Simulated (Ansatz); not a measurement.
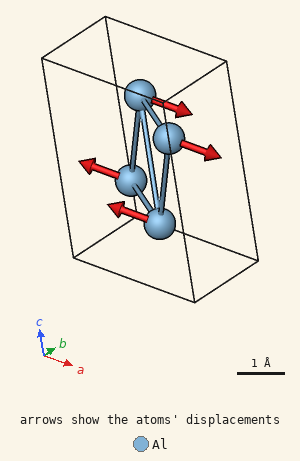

Lattice vibrations of solid Al, space group P6₃/mmc (No. 194), at the zone centre of a doubled cell. The levels lie at 150 (×2), 170 (×2), 177 (×2), 316 (×2), 322 cm⁻¹. One mode is drawn. Displacements are drawn as red arrows; their common scale and sign are arbitrary. The picture is a ball-and-stick view of the cell of the calculation, seen slightly off an axis.

Level of theory: DFT PBEsol, scalar-relativistic, plane waves, PAW in Ansatz 0.2.0. Set-up: plane-wave cutoff 420 eV; k-point mesh 22 × 22 × 22; occupations gaussian; smearing width 0.15 eV; no spin polarisation.

> Which of these frequencies is the drawn mode's?

The level at 150 cm⁻¹. This is a doubly degenerate mode (one member of the set is drawn), the lowest level (the three translations aside). All motion is along a of the drawn cell; atoms of one kind move against one another, with no net shift of their sublattice. It repeats in both halves of the doubled cell: it is a zone-centre mode of the crystal.
